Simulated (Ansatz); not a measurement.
# Geometry relaxation, with input and output: MoSe₂ (part 2 of 2)

MoSe₂ (6 atoms in the cell); DFT PBE+D3(BJ), scalar-relativistic, plane waves, PAW, no spin polarisation (Ansatz 0.2.0); cutoff 420 eV, 9×9×2 k-mesh, Gaussian smearing of 0.02 eV. The structure was built on a prototype by a generator; it need not be a known phase.

Geometry of the input (Å; fractional positions):
```
3.2782  0.0000  0.0000
-1.6391  2.8390  0.0000
0.0000  0.0000  12.7257
Mo 0.3333  0.6667  0.2500
Mo 0.6667  0.3333  0.7500
Se 0.3333  0.6667  0.6185
Se 0.6667  0.3333  0.1185
Se 0.3333  0.6667  0.8815
Se 0.6667  0.3333  0.3815
```

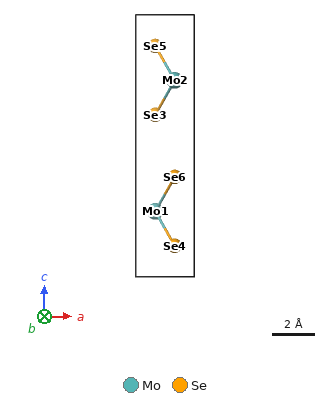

The geometry at step 3 of the log (ball-and-stick view of the cell of the calculation, along the b axis; atoms are numbered from 1 in the order of the input).

Output, continued
```
--- Per-component energies (eV) ---
  E_band       = -1592.735134
  E_kinetic    = 1360.816862
  E_local      = -11456.562412  (includes V_loc(G=0)·N_el)
  E_nonlocal   = -2095.727004
  E_hartree    = 5433.195261
  E_xc         = -786.640223
  E_vxc        = -854.658898  (∫ρ·V_xc dr)
  E_paw        = -14048.312311  (= ΣΔE_a)
  E_vpaw       = 587.008317  (= ΣTr[D̂ρ^β])
  E_aug_tail   = -0.002279  (compensation charges beyond the density's cutoff)
  E_ewald      = -10199.065838
  E_disp       = -2.875598  (pairwise vdW)
  E_smearing   = -0.000000  (= −TS)
  E_closure    = -0.000000  (closes the sum)
  Σ components = -31795.173543   (vs F -31795.173543, Δ=0.00e0)
--- Forces (eV/Å), atoms counted from 1 ---
  atom   1  Mo     0.00000000     0.00000000     0.00000000
  atom   2  Mo     0.00000000    -0.00000000    -0.00000000
  atom   3  Se    -0.00000000     0.00000000     0.00059006
  atom   4  Se    -0.00000000    -0.00000000     0.00059006
  atom   5  Se    -0.00000000     0.00000000    -0.00059006
  atom   6  Se    -0.00000000    -0.00000000    -0.00059006
  max |Σ_I F_I| component: 6.94e-18 eV/Å
--- Stress (GPa, compression-positive) ---
       -0.009279       0.000000       0.000000
       -0.000000      -0.009279       0.000000
        0.000000       0.000000      -0.001716
  P = ⅓ Tr σ = -0.0068 GPa (-0.068 kbar)
--- Band table (eV; the first three rows and the last of 24) ---
  k-point 0: bands = ["-48.3484", "-48.3484", "-34.9624", "-34.9624", "-34.9624", "-34.9624", "-34.9621", "-34.9621", "-34.9620", "-34.9620", "-34.9272", "-34.9272", "-34.9268", "-34.9268", "-34.9263", "-34.9263", "-34.9259", "-34.9259", "-34.9135", "-34.9131", "-34.9115", "-34.9111", "-22.5158", "-22.5158", "-22.3139", "-22.3139", "-22.3139", "-22.3139", "-2.0907", "-1.7191", "-1.1830", "-0.6361", "6.2483", "7.5601", "9.2878", "10.3283", "10.3283", "10.3492", "10.3492", "11.3077", "11.3077", "11.3694", "11.3694", "11.6593", "12.1635", "12.8483", "15.3136", "15.3136", "15.4019", "15.4019", "15.4545", "15.4545", "15.7086", "15.7086", "18.2139", "18.7191"]
  k-point 1: bands = ["-48.3484", "-48.3484", "-34.9624", "-34.9624", "-34.9624", "-34.9624", "-34.9620", "-34.9620", "-34.9620", "-34.9620", "-34.9271", "-34.9271", "-34.9271", "-34.9271", "-34.9260", "-34.9260", "-34.9260", "-34.9260", "-34.9133", "-34.9133", "-34.9113", "-34.9113", "-22.5158", "-22.5158", "-22.3139", "-22.3139", "-22.3139", "-22.3139", "-1.9504", "-1.9504", "-0.8668", "-0.8668", "6.7593", "6.7593", "10.3385", "10.3385", "10.3385", "10.3385", "10.4283", "10.4283", "11.3386", "11.3386", "11.3386", "11.3386", "12.6851", "12.6851", "15.3306", "15.3306", "15.3306", "15.3306", "15.6082", "15.6082", "15.6082", "15.6082", "18.5060", "18.5060"]
  k-point 2: bands = ["-48.3454", "-48.3454", "-34.9623", "-34.9623", "-34.9621", "-34.9621", "-34.9619", "-34.9618", "-34.9615", "-34.9615", "-34.9273", "-34.9273", "-34.9269", "-34.9269", "-34.9266", "-34.9264", "-34.9262", "-34.9259", "-34.9132", "-34.9129", "-34.9112", "-34.9109", "-22.5087", "-22.5086", "-22.3468", "-22.3468", "-22.3214", "-22.3214", "-1.9159", "-1.5494", "-1.0749", "-0.5514", "6.4599", "7.7663", "9.1038", "9.8803", "9.9300", "10.4925", "10.5280", "10.6713", "11.0274", "11.1028", "11.3269", "11.7002", "12.2776", "12.5341", "14.9254", "14.9718", "15.0799", "15.1617", "15.1774", "15.4841", "15.5120", "15.6887", "19.0886", "19.5305"]
  k-point 23: bands = ["-48.3201", "-48.3201", "-34.9603", "-34.9603", "-34.9594", "-34.9594", "-34.9593", "-34.9593", "-34.9591", "-34.9591", "-34.9288", "-34.9288", "-34.9280", "-34.9280", "-34.9272", "-34.9272", "-34.9267", "-34.9267", "-34.9110", "-34.9110", "-34.9087", "-34.9087", "-22.5222", "-22.5222", "-22.4880", "-22.4880", "-22.4465", "-22.4465", "0.2199", "0.2199", "0.2800", "0.2800", "7.2797", "7.2797", "7.7508", "7.7508", "8.3879", "8.3879", "8.6486", "8.6486", "9.7029", "9.7029", "10.2175", "10.2175", "12.4142", "12.4142", "14.0221", "14.0221", "14.9023", "14.9023", "15.5573", "15.5573", "16.7699", "16.7699", "19.1590", "19.1590"]
--- Relaxed structure (3 steps of the walk, 2 accepted, 1 SCFs on fresh bases) ---
  F+E_penalty+E_count = -31795.17354251 eV   max|allowed force component| = 5.901e-4 eV/Å   (the final SCF, on the basis selected at the relaxed cell)
  cell:  # Å, volume = 118.4170 Å³
    - [3.277161804155622, -2.742675362657828e-33, 8.570860508305712e-35]
    - [-1.638580902077811, 2.8381053747108127, -6.141075987274245e-35]
    - [3.3271179250266143e-34, -8.317794812566536e-35, 12.73173210359403]
  atoms:
    - { symbol: Mo, position: [0.3333333333333333, 0.6666666666666666, 0.25] }
    - { symbol: Mo, position: [0.6666666666666666, 0.3333333333333333, 0.7500000000000001] }
    - { symbol: Se, position: [0.3333333333333333, 0.6666666666666666, 0.6185161654690099] }
    - { symbol: Se, position: [0.6666666666666666, 0.3333333333333333, 0.11851616546900992] }
    - { symbol: Se, position: [0.3333333333333333, 0.6666666666666666, 0.8814838345309902] }
    - { symbol: Se, position: [0.6666666666666666, 0.3333333333333333, 0.38148383453099016] }
```

Trajectory as extended XYZ (Å, eV, eV/Å), 4 frames, from step=1 to step=4
```
6
Lattice="3.2782 0.0000 0.0000 -1.6391 2.8390 0.0000 0.0000 0.0000 12.7257" Properties=species:S:1:pos:R:3:forces:R:3 step=1 energy=-31795.17352 pressure_GPa=-0.06
Mo    0.0000    1.8927    3.1814    0.0000   0.0000   0.0000
Mo    1.6391    0.9463    9.5443    0.0000   0.0000   0.0000
Se    0.0000    1.8927    7.8704    0.0000   0.0000   0.0049
Se    1.6391    0.9463    1.5076    0.0000   0.0000   0.0049
Se    0.0000    1.8927   11.2181    0.0000   0.0000  -0.0049
Se    1.6391    0.9463    4.8552    0.0000   0.0000  -0.0049
6
Lattice="3.2751 0.0000 0.0000 -1.6375 2.8363 0.0000 0.0000 0.0000 12.7376" Properties=species:S:1:pos:R:3:forces:R:3 step=2 energy=-31795.17350 pressure_GPa=0.08 accepted=F
Mo    0.0000    1.8909    3.1844    0.0000   0.0000   0.0000
Mo    1.6375    0.9454    9.5532    0.0000   0.0000   0.0000
Se    0.0000    1.8909    7.8783    0.0000   0.0000   0.0011
Se    1.6375    0.9454    1.5096    0.0000   0.0000   0.0011
Se    0.0000    1.8909   11.2280    0.0000   0.0000  -0.0011
Se    1.6375    0.9454    4.8592    0.0000   0.0000  -0.0011
6
Lattice="3.2772 0.0000 0.0000 -1.6386 2.8381 0.0000 0.0000 0.0000 12.7317" Properties=species:S:1:pos:R:3:forces:R:3 step=3 energy=-31795.17355 pressure_GPa=-0.01
Mo    0.0000    1.8921    3.1829    0.0000   0.0000   0.0000
Mo    1.6386    0.9460    9.5488    0.0000   0.0000   0.0000
Se    0.0000    1.8921    7.8748    0.0000   0.0000   0.0006
Se    1.6386    0.9460    1.5089    0.0000   0.0000   0.0006
Se    0.0000    1.8921   11.2228    0.0000   0.0000  -0.0006
Se    1.6386    0.9460    4.8570    0.0000   0.0000  -0.0006
6
Lattice="3.2772 0.0000 0.0000 -1.6386 2.8381 0.0000 0.0000 0.0000 12.7317" Properties=species:S:1:pos:R:3:forces:R:3 step=4 energy=-31795.17354 pressure_GPa=-0.01
Mo    0.0000    1.8921    3.1829    0.0000   0.0000   0.0000
Mo    1.6386    0.9460    9.5488    0.0000   0.0000   0.0000
Se    0.0000    1.8921    7.8748    0.0000   0.0000   0.0006
Se    1.6386    0.9460    1.5089    0.0000   0.0000   0.0006
Se    0.0000    1.8921   11.2228    0.0000   0.0000  -0.0006
Se    1.6386    0.9460    4.8570    0.0000   0.0000  -0.0006
```

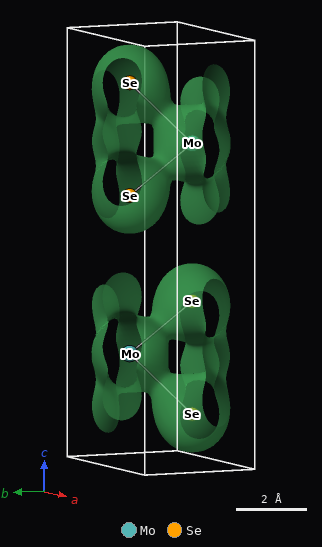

Isosurface of the valence charge density (pseudo) at 0.4 e/Å³ (green), seen at an oblique angle. Sticks mark near contacts. The outline is the cell set on symmetry axes. At this value the density is joined into sheets; it holds about 85 % of the electrons treated as valence (semicore included). On the grid the lowest density along these lines, outside the cores, is 0.53 e/Å³ (Mo–Se, 2.53 Å). In a PAW calculation such maps are meaningful between the atoms, not at the nuclei.

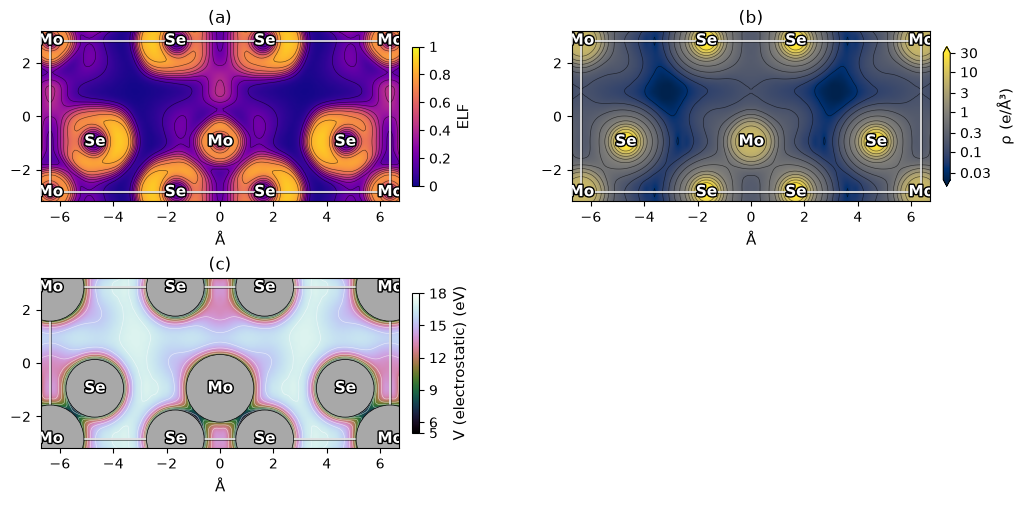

(a) ELF; (b) valence pseudo-density; (c) electrostatic potential (local pseudopotential plus Hartree) felt by an electron on the (110) plane of the conventional cell. Grey discs, where drawn, cover atomic cores. The section cuts through Mo and Se sites. Mo–Se (2.53 Å): the density is about 0.53 e/Å³ at the midpoint; the ELF is about 0.50 at the midpoint. Away from the nuclei the density in this plane falls to 0.02 e/Å³ at its lowest. The strong features right at Mo lie inside the PAW spheres (semicore, d or f shells) and say nothing about bonding. Outside the cores the potential energy rises away from the atoms and is highest about 2.4 Å from the nearest atoms; outside the discs it spans about 11 eV, and its zero is arbitrary.

Key numbers

- outcome: converged
- space group (tolerance 0.01 Å): P6₃/mmc (194)
- electrons treated: 92
- free energy: −31795.1735 eV
- Fermi energy: 13.273 eV
- gap on the k-point mesh: 0.85 eV
- pressure: −0.01 GPa
- final volume: 118.42 Å³
- largest force (length of the vector) at the end: 0.001 eV/Å
- final cell: a = 3.277 Å, b = 3.277 Å, c = 12.732 Å, α = 90.00°, β = 90.00°, γ = 120.00°
- wall time: 11 s (CPU time 22 s)
- peak memory: 0.52 GiB
